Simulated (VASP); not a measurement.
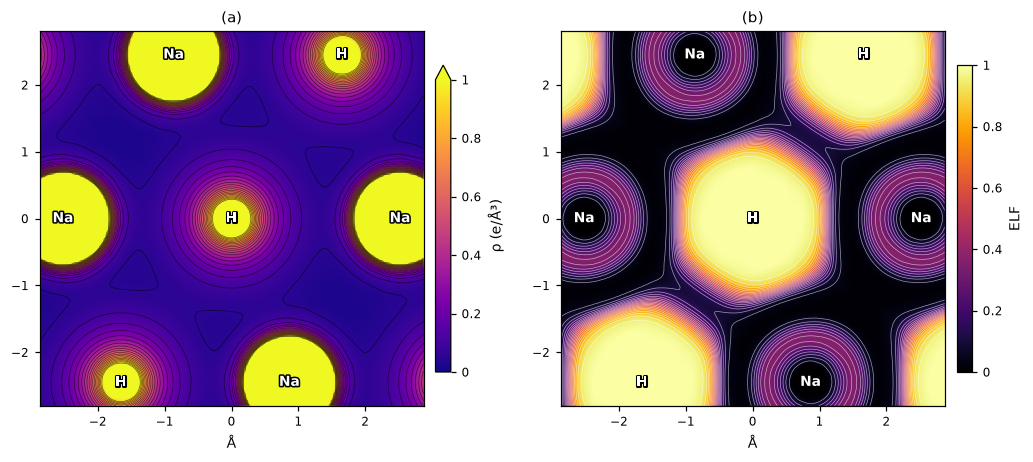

Figure. NaH. (a) valence electron density; (b) electron localisation function on the (111) plane of the conventional cell.

Space group Cmmm; a structure from a database of computed crystals, not necessarily the ambient phase; changed on purpose from its base cell (strain +0.0450 x Voigt [0, 0, 0, 1, 0, 0], atoms carried along).

Computed with Kohn-Sham DFT of a periodic cell, r2SCAN, VASP PAW PBE potentials, recommended in VASP 6.6.1.

**What do the fields say about this system?**

The section cuts through Na and H sites. Na–H (2.52 Å): the density is about 0.07 e/Å³ at the midpoint; the ELF climbs to about 1 towards the hydrogen: an ionic contact to a hydride ion. Na–H (2.60 Å): ρ at the midpoint is about 0.06 e/Å³; the ELF climbs to about 1 towards the hydrogen; a hydride-like H with a filled shell, bound largely ionically. Between the atoms the lowest density in this plane is 0.02 e/Å³.

**Does the calculation give a band gap?**

It is gapped, with a Kohn–Sham gap of 1.6 eV on the k-point mesh (the band edges may lie off the mesh, which would make the gap smaller).
